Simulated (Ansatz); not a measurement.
**O: density, localisation and related maps**

Input file:

```
crystal:
  lattice:
    - [2.52704718, -1.78670043, -0.03270108]
    - [2.51994915, 1.77551622, 0.02675778]
    - [-1.8396395979, 0.0690576759, 3.6136496932]
  atoms:
    - { symbol: O, position: [0.0719221847, 0.073638946, 0.1683027987] }
    - { symbol: O, position: [0.9280778153, 0.926361054, 0.8316972013] }
basis:
  ecutwfc: 420
kpoints:
  mp_grid: { grid: [16, 16, 12] }
hamiltonian:
  xc: pbesol
scf:
  occupations: { method: gaussian, width: 0.1 }
output:
  forces: true
  stress: true
  eigenvalues: true
  write_density: true
  write_potential: true
  elf: true
  volumetric_format: npy
```

Command:

```sh
ansatz run input.yaml --threads 1 --pin off --max-ram 1331MiB --backend cpu --events-out ev --progress --plain --runs-dir out
```

Below, planes, directions and counts refer to the conventional cell (a = 3.08 Å, b = 3.10 Å, c = 4.03 Å, α = 112.08°, β = 95.64°, γ = 109.56°).

Space group P-1; changed on purpose from its base cell (strained and moved within a subgroup); not relaxed (largest force 0.9 eV/Å); computed pressure about −5 GPa in this cell.

These are results of Ansatz 0.2.0, DFT PBEsol, scalar-relativistic, plane waves, PAW, not measurements.

The density is the valence pseudo-density of a PAW calculation; it isn't the true density close to the nuclei.

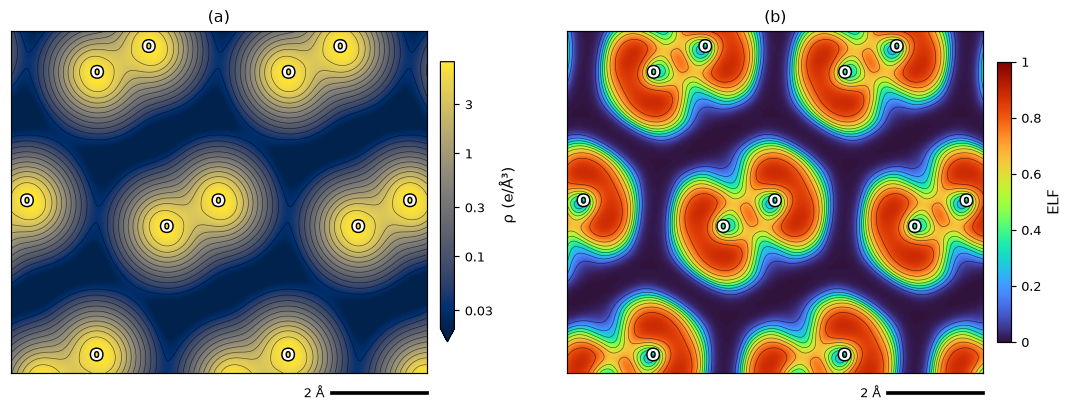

Figure 1. (a) valence pseudo-density; (b) ELF on the (11̄0) plane of the conventional cell.

Q: Describe what can be read from this map.

A: Atoms in the plane: O. O–O (1.22 Å): ρ at the midpoint is about 3.6 e/Å³; the ELF peaks at about 0.75 between the atoms. Between the atoms the lowest density in this plane is 0.01 e/Å³. The ELF also peaks beside O, away from the bonds: lone-pair regions.

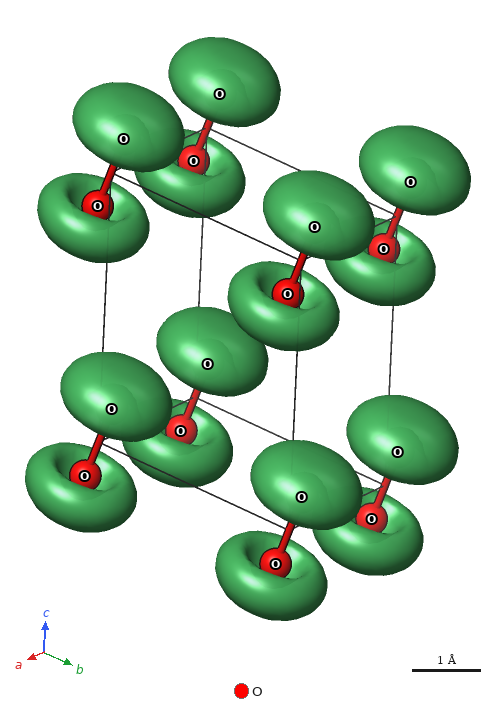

Figure 2. Isosurface of the electron localisation function at 0.8 (green), seen slightly off an axis. Only the valence region is drawn (cores and ρ < 0.01 e/Å³ removed). Sticks mark near contacts.

Q: What do the ELF domains correspond to?

A: The ELF exceeds this value in two lobes on O, pointing away from the bonds (lone pairs, which may merge into one lobe), counted in one cell of 2 atoms. Regions shared between cells count once.

Q: Does the calculation give a band gap?

A: It is metallic or semimetallic at this level of theory: no gap opens.
